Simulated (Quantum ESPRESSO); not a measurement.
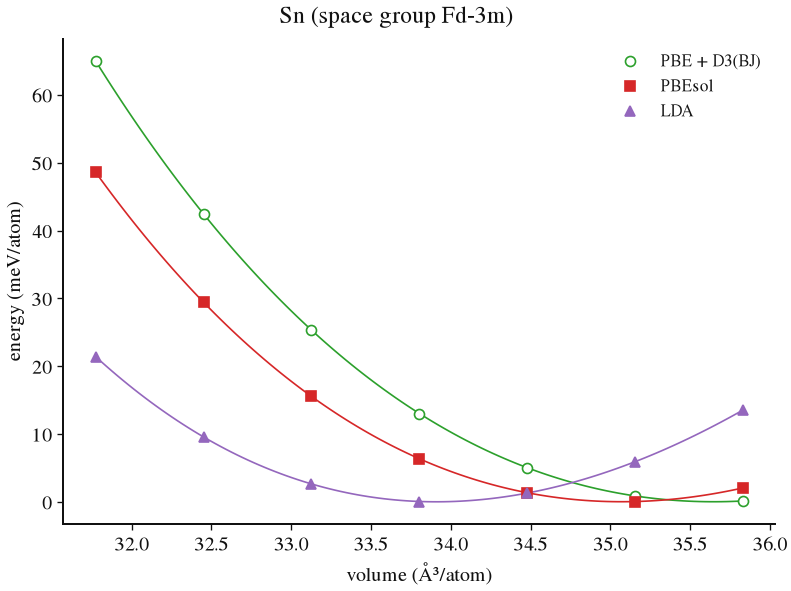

The picture above shows the energy against volume, with one curve for each functional, for Sn (space group Fd-3m).

How it was computed, with Quantum ESPRESSO 7.5: plane-wave DFT, no spin polarisation; energies at scaled volumes of the given cell, shape and fractions fixed, counted from the fit's minimum, third-order Birch-Murnaghan fit. All runs: no spin polarisation.

- k mesh: 7×7×7
- occupations: Fermi–Dirac
- smearing width: 0.05 eV
- wave cutoff: 979.6 eV
- density cutoff: 3918 eV

Settings that differ: PBE + D3(BJ): potentials PseudoDojo-0.4.1-SR-PBE-standard; PBEsol: potentials PseudoDojo-0.4.1-SR-PBEsol-standard; LDA: potentials PseudoDojo-0.4.1-SR-LDA-standard.

Tabulate the plotted points.

PBE + D3(BJ):
```json
{"volume (Å³/atom)": "31.77", "energy (meV/atom)": "65.01"}
{"volume (Å³/atom)": "32.45", "energy (meV/atom)": "42.46"}
{"volume (Å³/atom)": "33.13", "energy (meV/atom)": "25.32"}
{"volume (Å³/atom)": "33.80", "energy (meV/atom)": "13.02"}
{"volume (Å³/atom)": "34.48", "energy (meV/atom)": "5.01"}
{"volume (Å³/atom)": "35.16", "energy (meV/atom)": "0.86"}
{"volume (Å³/atom)": "35.83", "energy (meV/atom)": "0.11"}
```

PBEsol:
```json
{"volume (Å³/atom)": "31.77", "energy (meV/atom)": "48.62"}
{"volume (Å³/atom)": "32.45", "energy (meV/atom)": "29.44"}
{"volume (Å³/atom)": "33.13", "energy (meV/atom)": "15.54"}
{"volume (Å³/atom)": "33.80", "energy (meV/atom)": "6.34"}
{"volume (Å³/atom)": "34.48", "energy (meV/atom)": "1.33"}
{"volume (Å³/atom)": "35.16", "energy (meV/atom)": "0.03"}
{"volume (Å³/atom)": "35.83", "energy (meV/atom)": "2.03"}
```

LDA:
```json
{"volume (Å³/atom)": "31.77", "energy (meV/atom)": "21.41"}
{"volume (Å³/atom)": "32.45", "energy (meV/atom)": "9.57"}
{"volume (Å³/atom)": "33.13", "energy (meV/atom)": "2.64"}
{"volume (Å³/atom)": "33.80", "energy (meV/atom)": "0.04"}
{"volume (Å³/atom)": "34.48", "energy (meV/atom)": "1.29"}
{"volume (Å³/atom)": "35.16", "energy (meV/atom)": "5.92"}
{"volume (Å³/atom)": "35.83", "energy (meV/atom)": "13.53"}
```
